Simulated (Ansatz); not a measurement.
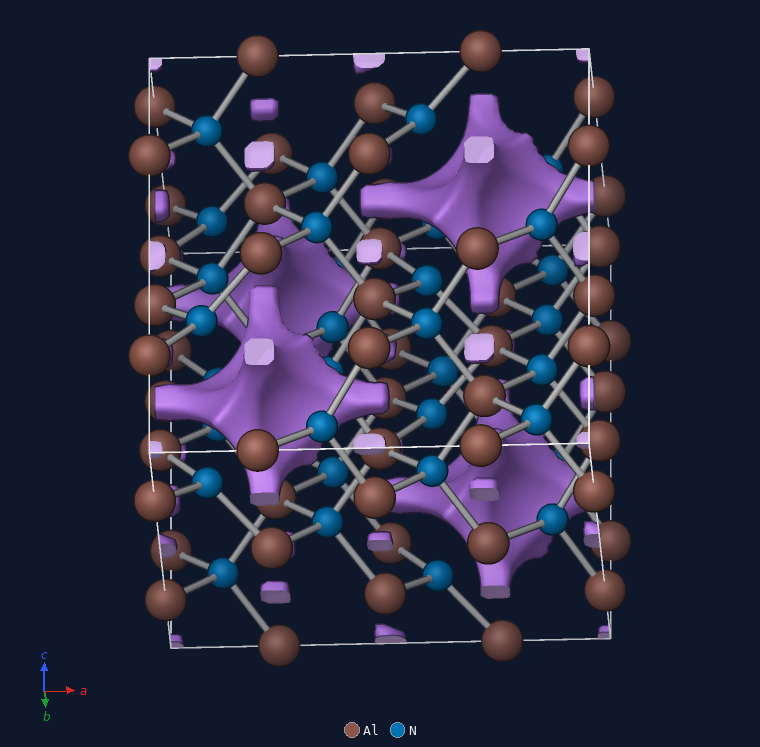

The purple surface encloses the points that the centre of a probe sphere of radius 0.70 Å can occupy in Al₇N₈ in space group F-43m, computed on a grid of about 0.15 Å (1×1×1 cells shown, view from a free direction; pale faces close the region where the box cuts it).

Hard-sphere model; covalent radii (Cordero): Al 1.21 Å, N 0.71 Å.

The cell is taken from coordinates from a relaxation in a fixed cell with DFT PBE, scalar-relativistic, plane waves, PAW (Ansatz 0.2.0).

```cif
data_structure
_symmetry_space_group_name_H-M 'F-43m'
_symmetry_Int_Tables_number 216
_cell_length_a 8.8063
_cell_length_b 8.8063
_cell_length_c 8.8063
_cell_angle_alpha 90.000
_cell_angle_beta 90.000
_cell_angle_gamma 90.000
_cell_volume 682.95
loop_
_atom_site_label
_atom_site_type_symbol
_atom_site_symmetry_multiplicity
_atom_site_Wyckoff_symbol
_atom_site_fract_x
_atom_site_fract_y
_atom_site_fract_z
_atom_site_occupancy
Al1 Al 24 f 0.00000 0.00000 0.75376 1
Al2 Al 4 d 0.25000 0.25000 0.75000 1
N1 N 16 e 0.61291 0.11291 0.88709 1
N2 N 16 e 0.37497 0.37497 0.87497 1
```

### Describe the connectivity of the accessible space.

They are isolated pockets that do not connect across cells.

### What share of the cell can the probe's centre reach?

About 6.3 % of the volume (43 Å³ of 682.9 Å³).

### Give the largest included and the largest free sphere.

The largest sphere that fits anywhere has a diameter of 2.76 Å; the largest that can travel through the crystal, about 1.2 Å.

### How does the connectivity change as the probe shrinks?

Below a radius of about 0.60 Å the space forms a three-dimensional network. These are grid estimates, good to about 0.05 Å.
